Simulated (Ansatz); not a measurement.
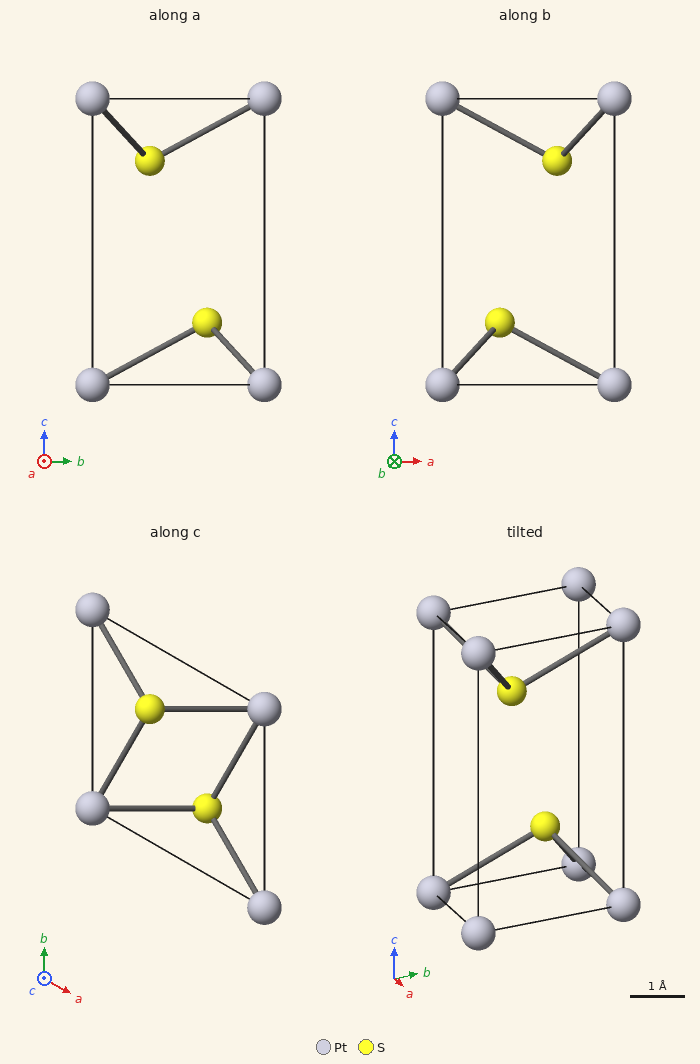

Crystal structure, ball-and-stick style, seen along the a axis, along the b axis, along the c axis and slightly off an axis. One conventional unit cell is framed, with atoms on its boundary repeated.

Lattice parameters: a = 3.699 Å, b = 3.699 Å, c = 5.334 Å, α = 90.00°, β = 90.00°, γ = 120.00°.

Question: Put the structure into a table of Wyckoff sites, with free fractional coordinates to two decimals.

Answer: Space group P-3m1 (No. 164).
| atom | site | x | y | z |
| --- | --- | --- | --- | --- |
| Pt | 1a | 0.00 | 0.00 | 0.00 |
| S | 2d | 0.3333 | 0.6667 | 0.22 |

The structure was taken from a structure type filled with these elements by a generator (whether the compound takes this form wasn't checked). The cell was then strained or its atoms displaced on purpose. It was run through Ansatz as a DFT input.
